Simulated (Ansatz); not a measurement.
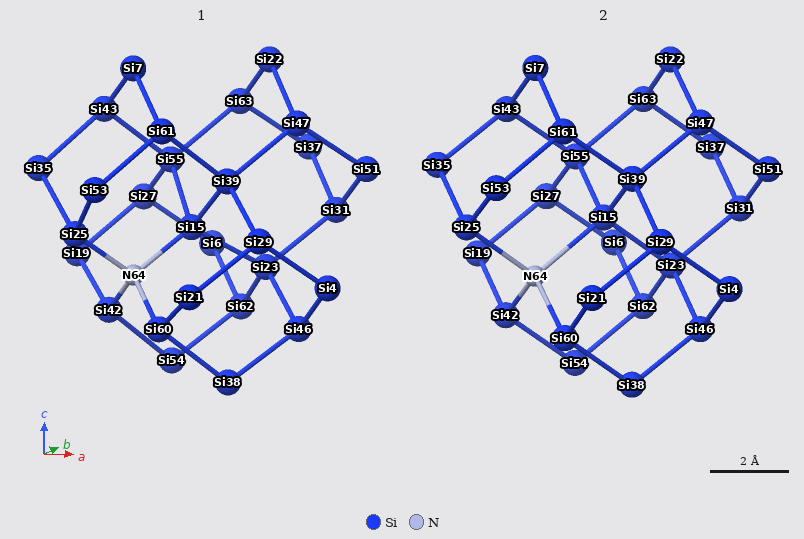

Two geometries of a defect cell of composition Si63N, drawn at one scale. One is the start of a relaxation, the other its converged end. A ball-and-stick model of the atoms within 5.0 Å of the atom that moves most (axes of the cell of the calculation (origin shifted)), seen slightly off an axis.

All numbers below come from Ansatz, DFT, PBEsol, PAW, plane waves. (plane-wave cutoff 420 eV; k-point mesh 1 × 1 × 1; mesh shifted by (0.25, 0.25, 0.25); collinear spin; atoms relaxed in a fixed cell; force threshold 0.03 eV/Å; at most 80 steps)

Q: Which of the two is the end point?

A: Structure 1 is the relaxed one. After 6 geometry steps the energy has fallen by 2.036 eV per cell of the calculation. The largest force component goes from 1.5 to 0.021 eV/Å. Si15 moves most: 0.37 Å along [−1 −1 −1]. By element the largest moves are Si 0.37 Å, N 0.03 Å. The cell stays as it was. Near-neighbour distances that change, for instance: Si15–N64 2.390 → 1.996 Å, Si25–N64 2.387 → 2.030 Å, Si42–N64 2.335 → 2.033 Å, Si19–Si42 2.312 → 2.387 Å. Bond angles that change, for instance: Si39–Si15–Si55 111.9° → 103.1°, Si15–Si23–Si31 108.4° → 115.8°, Si23–Si15–Si39 109.8° → 103.1°.
